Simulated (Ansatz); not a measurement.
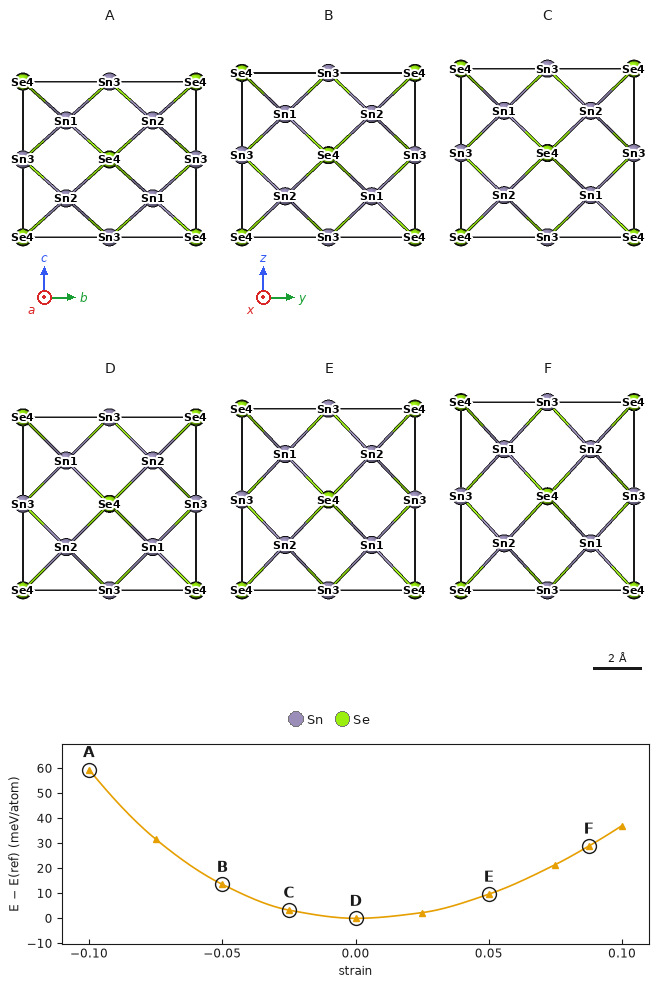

A scan of solid Sn$_{3}$Se (Fm-3m): the cell is strained along z alone, with the atoms kept at their fractional coordinates. x, y and z are the Cartesian axes of the input. The lettered frames are marked on the plot. Style: ball-and-stick. Shown: the conventional cell (4 times the calculation's cell), along the a axis. Lengths and directions refer to the drawn axes.

All numbers below come from Ansatz, DFT PBEsol, scalar-relativistic, plane waves, PAW. Settings: plane-wave cutoff 420 eV; k-point mesh 12 × 12 × 12; occupations gaussian; smearing width 0.15 eV; no spin polarisation. Energies (free energies at the smearing named) are counted from the relaxed crystal.

> Read off the main features of the energy profile.

The lowest computed point lies at the strain 0.00 (0.0 meV/atom). At the ends of the scan the energy is 59.5 meV/atom (−0.10) and 37.1 meV/atom (0.10). The distortion takes the space group from Fm-3m to I4/mmm. At the strain −0.10 the cell of the drawing goes c 7.316 → 6.585 Å.

The computed points:

| strain | E − E(ref) (meV/atom) |
| --- | --- |
| −0.1000 | 59.5 |
| −0.0750 | 31.7 |
| −0.0500 | 13.6 |
| −0.0250 | 3.3 |
| 0.0000 | 0.0 |
| 0.0250 | 2.3 |
| 0.0500 | 9.7 |
| 0.0750 | 21.5 |
| 0.0875 | 28.9 |
| 0.1000 | 37.1 |
